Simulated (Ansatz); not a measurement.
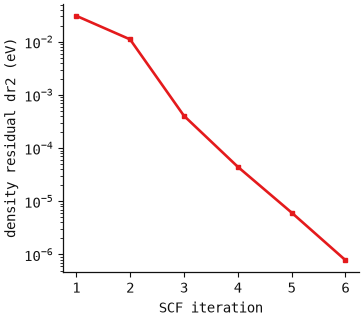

The plot shows the SCF iterations of a calculation: density residual dr2. The starting density is a sum of atomic densities corrected by a trained network.

Program: Ansatz.

```
crystal:
  lattice:
    - [5.0530320343, 0.0, 0.0]
    - [0.0, 5.0530320343, 0.0]
    - [0.0, 0.0, 5.0530320343]
  atoms:
    - { symbol: W, position: [-0.0015604989, 0.0003211127, -0.0018754719] }
    - { symbol: W, position: [0.5012435609, 0.5019169004, 0.5023784121] }
    - { symbol: W, position: [-0.0017435378, 0.496008706, 0.2507955328] }
    - { symbol: W, position: [-0.0038755678, 0.4965143732, 0.7511801548] }
    - { symbol: W, position: [0.2486314974, 0.0076521864, 0.4997765846] }
    - { symbol: W, position: [0.7501612163, -0.0013757774, 0.4997309659] }
    - { symbol: W, position: [0.5034159992, 0.7464163397, -0.0001762501] }
    - { symbol: W, position: [0.5037273306, 0.2525461589, -0.0018099281] }
basis:
  ecutwfc: 500
kpoints:
  mp_grid: { grid: [8, 8, 8] }
hamiltonian:
  xc: r2scan
scf:
  occupations: { method: gaussian, width: 0.15 }
output:
  forces: true
  stress: true
  eigenvalues: true
  write_density: true
  write_potential: true
  elf: true
  volumetric_format: npy
```

Command:
```bash
ansatz run input.yaml --threads 2 --pin off --max-ram 5120MiB --backend cpu --events-out ev --progress --plain --runs-dir out
```

### Was self-consistency reached?

It was still iterating, at step 6, when the time limit ended it. The residual is still falling at the last step (down to 8 × 10⁻⁷). From the first spectrum the program read the system as a metal and chose the Kerker preconditioner.

### Read the residual at the first and at the last step drawn.

It starts near 0.03 and ends near 8 × 10⁻⁷ eV.
